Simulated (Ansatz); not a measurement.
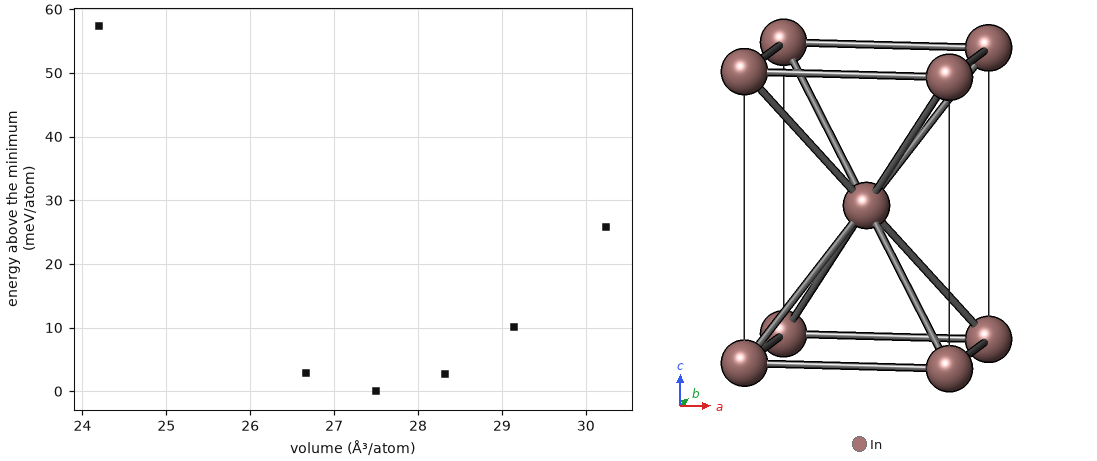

The figure shows the energy above the minimum against volume for In, space group I4/mmm (No. 139). The conventional cell is drawn beside the plot.

Structure:
```xyz
1
Lattice="-1.6951 1.6951 2.3923 1.6951 -1.6951 2.3923 1.6951 1.6951 -2.3923" Properties=species:S:1:pos:R:3 pbc="T T T"
In    0.0000    0.0000    0.0000
```

Calculation (Ansatz 0.2.0): third-order Birch-Murnaghan fit to density functional energies at scaled volumes of the given relaxed cell, shape and atoms relaxed at each volume; energies count from the fitted minimum; plane waves with PAW datasets, Γ-centred k mesh. Level: PBE, no spin polarisation.

```tsv
setting	value
wave cutoff	420 eV
k mesh	18×18×18
occupations	Gaussian
smearing width	0.1 eV
```

The points at volume 25.021 Å³/atom and 25.845 Å³/atom are left out of the plot. What values does the calculation give there?

| volume (Å³/atom) | energy above the minimum (meV/atom) |
| --- | --- |
| 25.021 | 30.1 |
| 25.845 | 12.4 |
